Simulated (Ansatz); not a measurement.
Run report: TiO, geometry relaxation (part 2 of 2)

Continued. System: TiO (P-62m, 6 atoms in the cell). Method: DFT PBEsol, scalar-relativistic, plane waves, PAW, no spin polarisation (Ansatz 0.2.0); cutoff 420 eV, 12×12×12 k-mesh, Gaussian smearing of 0.1 eV. The structure derives from a Materials Project entry. It belongs to a series of runs on one base structure; here: volume × 1.06, shape and atoms relaxed.

Geometry of the input (Å; fractional positions):
```
5.0563  0.0000  0.0000
-2.5281  4.3789  0.0000
0.0000  0.0000  2.8909
Ti 0.6667  0.3333  0.5000
Ti 0.3333  0.6667  0.5000
Ti 0.0000  0.0000  0.0000
O  0.6065  0.6065  0.0000
O  0.3935  0.0000  0.0000
O  0.0000  0.3935  0.0000
```

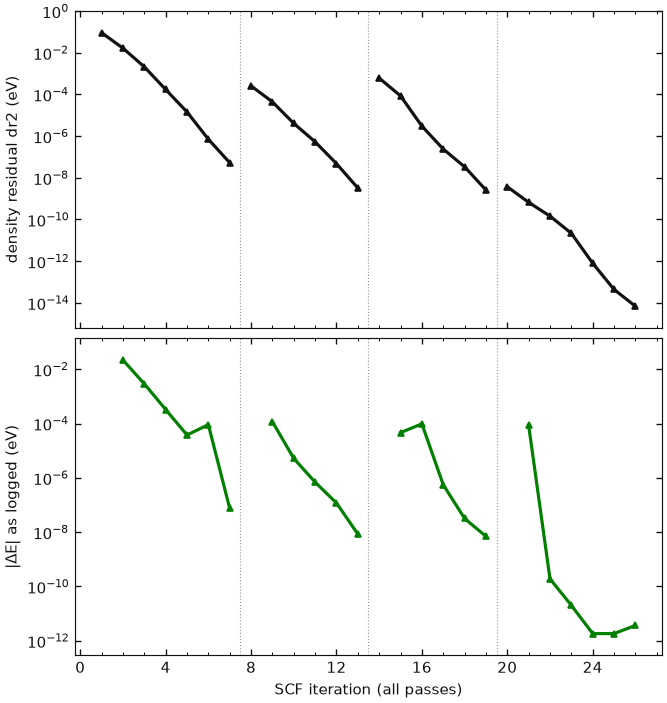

Convergence of the self-consistent field: density residual dr2 and size of the energy change against the SCF iteration. The dotted lines part the SCF passes of the relaxation: geometry steps, rejected trials and re-solves on a re-selected basis. The passes take 7, 6, 6 and 7 iterations.

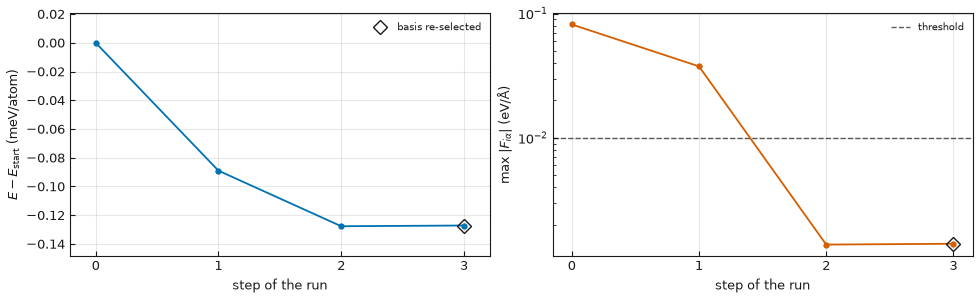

Progress of the relaxation, step by step (the first geometry is step 0 here and step 1 in the log). The largest moves relative to the cell, 0.006 Å, are those of O4, O5 and O6. Ti stays in place. Among the contacts that change: Ti3–O4 1.989 → 1.983 Å. The space group stays P-62m (No. 189). Over 2 geometry steps the energy falls by 0.1 meV per atom. Largest force component: 0.082 eV/Å at the start, 0.0014 eV/Å at the end. Pressure: −12.28 GPa at the start and −12.14 GPa at the end. A last SCF at the same geometry on a re-selected plane-wave basis shifts the energy by +0.0 meV per atom. (Atoms are counted from 1 in the order of the input.)

```
basis re-selected at this cell: Δ(F+E_penalty+E_count) = +3.225e-6 eV, ΔP = -0.000 GPa vs the last step (what re-selecting the basis moved, of the pressure what is left beyond the Pulay correction that the steps carried, after the strain that the cell walked since its last selection, with what the two solves' SCF thresholds leave and, on support functions, any second-order correction that the steps lacked; it is no measure of the basis error at this ecutwfc). This SCF's stress stands 2.55e-2 GPa from its target on what of the cell is left free (relax.cell.stress_tol is 1.00e-1 GPa) and its largest allowed force component is 1.41e-3 eV/Å (relax.f_tol is 1.00e-2 eV/Å): within both
SCF converged after 7 iterations
Free energy (F): -9112.688356 eV
Harris-Foulkes:  -9112.688356 eV  (|F-HF|=3.64e-12)
Internal energy: -9112.684637 eV  (E = F + TS)
E sigma→0 (E₀):  -9112.686496 eV
Entropy (-TS):   -0.003719 eV (-0.620 meV/atom)
Fermi energy:    15.303321 eV
--- Per-component energies (eV) ---
  E_band       = -397.305931
  E_kinetic    = 1344.637216
  E_local      = -3076.321509  (includes V_loc(G=0)·N_el)
  E_nonlocal   = 170.385054
  E_hartree    = 1214.550789
  E_xc         = -511.204749
  E_vxc        = -648.652303  (∫ρ·V_xc dr)
  E_paw        = -3523.434885  (= ΣΔE_a)
  E_vpaw       = -616.463515  (= ΣTr[D̂ρ^β])
  E_aug_tail   = 0.007545  (compensation charges beyond the density's cutoff)
  E_ewald      = -4731.828114
  E_core_change = 0.524017  (= ΣΔE_core)
  E_smearing   = -0.003719  (= −TS)
  E_closure    = -0.000000  (closes the sum)
  Σ components = -9112.688356   (vs F -9112.688356, Δ=0.00e0)
--- Forces (eV/Å), atoms counted from 1 ---
  atom   1  Ti     0.00000000     0.00000000     0.00000000
  atom   2  Ti    -0.00000000    -0.00000000     0.00000000
  atom   3  Ti    -0.00000000    -0.00000000     0.00000000
  atom   4  O     -0.00070468    -0.00122054     0.00000000
  atom   5  O      0.00140936     0.00000000     0.00000000
  atom   6  O     -0.00070468     0.00122054     0.00000000
  max |Σ_I F_I| component: 2.32e-17 eV/Å
--- Stress (GPa, compression-positive) ---
      -12.124182      -0.000000       0.000000
        0.000000     -12.124182       0.000000
        0.000000       0.000000     -12.162381
  P = ⅓ Tr σ = -12.1369 GPa (-121.369 kbar)
--- Band table (eV; the first three rows and the last of 133) ---
  k-point 0: bands = ["-42.7809", "-42.7123", "-42.2344", "-19.3145", "-19.3145", "-19.0484", "-19.0484", "-19.0450", "-18.9675", "-18.7507", "-18.7507", "-18.1898", "-6.4765", "-5.0408", "-5.0408", "6.2337", "7.8311", "7.8311", "8.8270", "8.8293", "8.8293", "9.4961", "9.4961", "9.8958", "11.9790", "14.4237", "14.4799", "14.4799", "15.6055", "15.6055", "16.0334", "16.0334", "16.3109"]
  k-point 1: bands = ["-42.7772", "-42.7090", "-42.2317", "-19.3060", "-19.3060", "-19.0841", "-19.0417", "-19.0417", "-18.9980", "-18.7511", "-18.7511", "-18.2152", "-6.4098", "-5.0516", "-5.0516", "6.3488", "7.7835", "7.7835", "8.7640", "8.7640", "8.8689", "9.4727", "9.4727", "9.5081", "12.3623", "14.3845", "14.3845", "14.5823", "15.7443", "15.7443", "16.1088", "16.1088", "16.3674"]
  k-point 2: bands = ["-42.7672", "-42.7000", "-42.2241", "-19.2826", "-19.2826", "-19.1897", "-19.0805", "-19.0229", "-19.0229", "-18.7528", "-18.7528", "-18.2840", "-6.2264", "-5.0816", "-5.0816", "6.6680", "7.6471", "7.6471", "8.5917", "8.5917", "8.6406", "9.0822", "9.4285", "9.4285", "13.1571", "14.2034", "14.2034", "15.0423", "15.9754", "15.9754", "16.2161", "16.2161", "16.5278"]
  k-point 132: bands = ["-42.6944", "-42.6944", "-42.1929", "-19.5236", "-19.5236", "-19.2267", "-19.0583", "-19.0583", "-18.8979", "-18.7598", "-18.7598", "-18.5476", "-5.3872", "-5.2091", "-5.2091", "7.0848", "7.0848", "7.4522", "7.4522", "7.7047", "7.9138", "8.5198", "9.6921", "9.6921", "13.8995", "13.8995", "13.9260", "16.5185", "16.5185", "16.5906", "16.5906", "16.6574", "16.7783"]
--- Relaxed structure (3 steps of the walk, 3 accepted, 1 SCFs on fresh bases) ---
  F+E_penalty+E_count = -9112.68835600 eV   max|allowed force component| = 1.409e-3 eV/Å   (the final SCF, on the basis selected at the relaxed cell)
  cell:  # Å, volume = 64.0071 Å³
    - [5.056911195100275, 0.0, 0.0]
    - [-2.5284555975501375, 4.379413559638763, 0.0]
    - [0.0, 0.0, 2.890191395520922]
  atoms:
    - { symbol: Ti, position: [0.6666666666666669, 0.3333333333333333, 0.5] }
    - { symbol: Ti, position: [0.33333333333333326, 0.6666666666666667, 0.5] }
    - { symbol: Ti, position: [2.1442757698558252e-20, -3.665210928665916e-35, 0.0] }
    - { symbol: O, position: [0.6077998110680842, 0.6077998110680842, 0.0] }
    - { symbol: O, position: [0.3922001889319158, 0.0, 0.0] }
    - { symbol: O, position: [0.0, 0.3922001889319158, 0.0] }
```

### Trajectory as extended XYZ (Å, eV, eV/Å), 4 frames, from step=1 to step=4
```
6
Lattice="5.0563 0.0000 0.0000 -2.5281 4.3789 0.0000 0.0000 0.0000 2.8909" Properties=species:S:1:pos:R:3:forces:R:3 step=1 energy=-9112.68759 pressure_GPa=-12.28
Ti    2.5281    1.4596    1.4455    0.0000   0.0000   0.0000
Ti    0.0000    2.9192    1.4455    0.0000   0.0000   0.0000
Ti    0.0000    0.0000    0.0000    0.0000   0.0000   0.0000
O     1.5334    2.6560    0.0000    0.0408   0.0707   0.0000
O     1.9894    0.0000    0.0000   -0.0816   0.0000   0.0000
O    -0.9947    1.7229    0.0000    0.0408  -0.0707   0.0000
6
Lattice="5.0594 0.0000 0.0000 -2.5297 4.3816 0.0000 0.0000 0.0000 2.8873" Properties=species:S:1:pos:R:3:forces:R:3 step=2 energy=-9112.68813 pressure_GPa=-12.20
Ti    2.5297    1.4605    1.4437    0.0000   0.0000   0.0000
Ti    0.0000    2.9211    1.4437    0.0000   0.0000   0.0000
Ti    0.0000    0.0000    0.0000    0.0000   0.0000   0.0000
O     1.5362    2.6609    0.0000    0.0188   0.0326   0.0000
O     1.9869    0.0000    0.0000   -0.0376   0.0000   0.0000
O    -0.9935    1.7207    0.0000    0.0188  -0.0326   0.0000
6
Lattice="5.0569 0.0000 0.0000 -2.5285 4.3794 0.0000 0.0000 0.0000 2.8902" Properties=species:S:1:pos:R:3:forces:R:3 step=3 energy=-9112.68836 pressure_GPa=-12.14
Ti    2.5285    1.4598    1.4451    0.0000   0.0000   0.0000
Ti    0.0000    2.9196    1.4451    0.0000   0.0000   0.0000
Ti    0.0000    0.0000    0.0000    0.0000   0.0000   0.0000
O     1.5368    2.6618    0.0000   -0.0007  -0.0012   0.0000
O     1.9833    0.0000    0.0000    0.0014   0.0000   0.0000
O    -0.9917    1.7176    0.0000   -0.0007   0.0012   0.0000
6
Lattice="5.0569 0.0000 0.0000 -2.5285 4.3794 0.0000 0.0000 0.0000 2.8902" Properties=species:S:1:pos:R:3:forces:R:3 step=4 energy=-9112.68836 pressure_GPa=-12.14
Ti    2.5285    1.4598    1.4451    0.0000   0.0000   0.0000
Ti    0.0000    2.9196    1.4451    0.0000   0.0000   0.0000
Ti    0.0000    0.0000    0.0000    0.0000   0.0000   0.0000
O     1.5368    2.6618    0.0000   -0.0007  -0.0012   0.0000
O     1.9833    0.0000    0.0000    0.0014   0.0000   0.0000
O    -0.9917    1.7176    0.0000   -0.0007   0.0012   0.0000
```

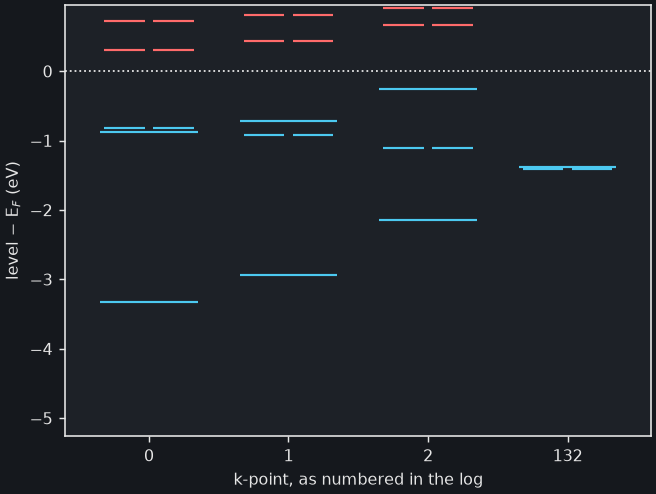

Kohn–Sham levels near the Fermi level (dotted) at the few k-points that the log prints; levels within 0.02 eV of each other stand side by side. The system is metallic on the full mesh.
